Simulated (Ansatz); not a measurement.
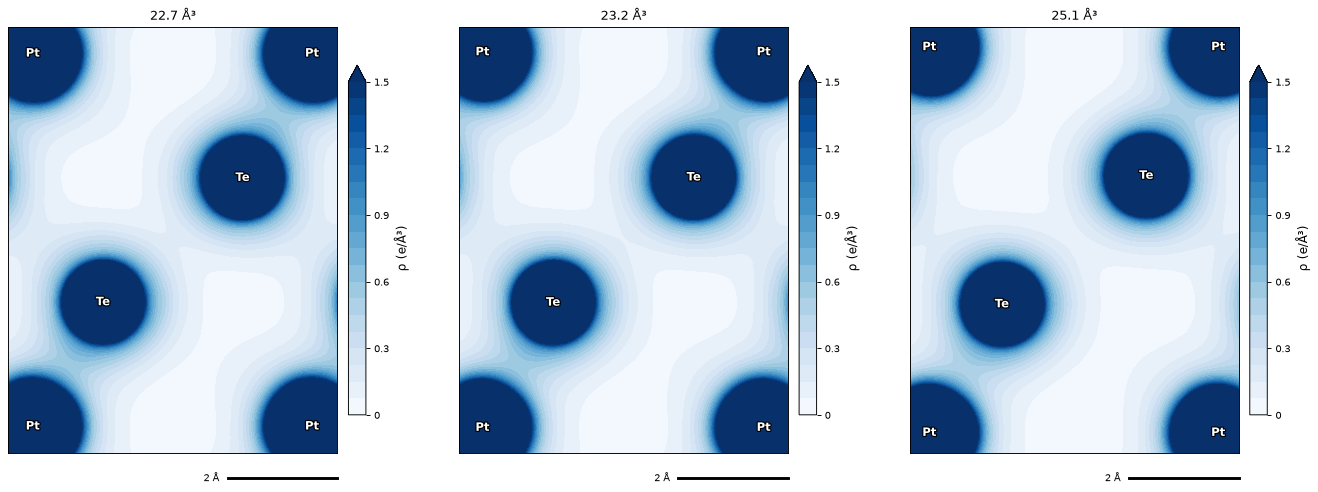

Te$_{2}$Pt. The valence pseudo-density of cells scaled evenly to different volumes (given per atom above each panel), on the (110) plane of each (indices in the axes of the cell below), at one length scale and on one colour scale.

The calculation used Ansatz 0.2.0, Kohn-Sham DFT of a periodic cell, r2SCAN, Ansatz PAW.

The density is the valence pseudo-density of a PAW calculation; it isn't the true density close to the nuclei.

The largest cell:

```cif
data_structure
_symmetry_space_group_name_H-M 'P 1'
_symmetry_Int_Tables_number 1
_cell_length_a 4.0886
_cell_length_b 4.0886
_cell_length_c 5.3030
_cell_angle_alpha 90.000
_cell_angle_beta 90.000
_cell_angle_gamma 120.000
_cell_volume 76.77
loop_
_atom_site_label
_atom_site_type_symbol
_atom_site_fract_x
_atom_site_fract_y
_atom_site_fract_z
_atom_site_occupancy
Pt1 Pt 0.00000 0.00000 0.00000 1
Te1 Te 0.66667 0.33333 0.75000 1
Te2 Te 0.33333 0.66667 0.25000 1
```

| volume (Å³/atom) | Te–Pt contact in the plane (Å) | ρ at its midpoint (e/Å³) | pressure (GPa) | 
| --- | --- | --- | --- |
| 22.69 | 2.601 | 0.573 | 16.5 | 
| 23.18 | 2.619 | 0.556 | 13.0 | 
| 24.63 | 2.673 | ? | ? | 
| 25.11 | 2.690 | 0.495 | 2.2 | 
| 25.59 | 2.707 | 0.481 | 0.2 | 

**Estimate the missing row, and compare with the calculation.**

Over the known rows ln ρ falls by 1.65 per Å of Te–Pt distance (a least-squares line), which gives 0.509 e/Å³ at 2.673 Å; the calculation gives 0.509 e/Å³. For the pressure, a straight line in volume between the neighbouring rows gives 4.9 GPa; the calculation gives 4.5, lower because pressure rises ever faster on compression.
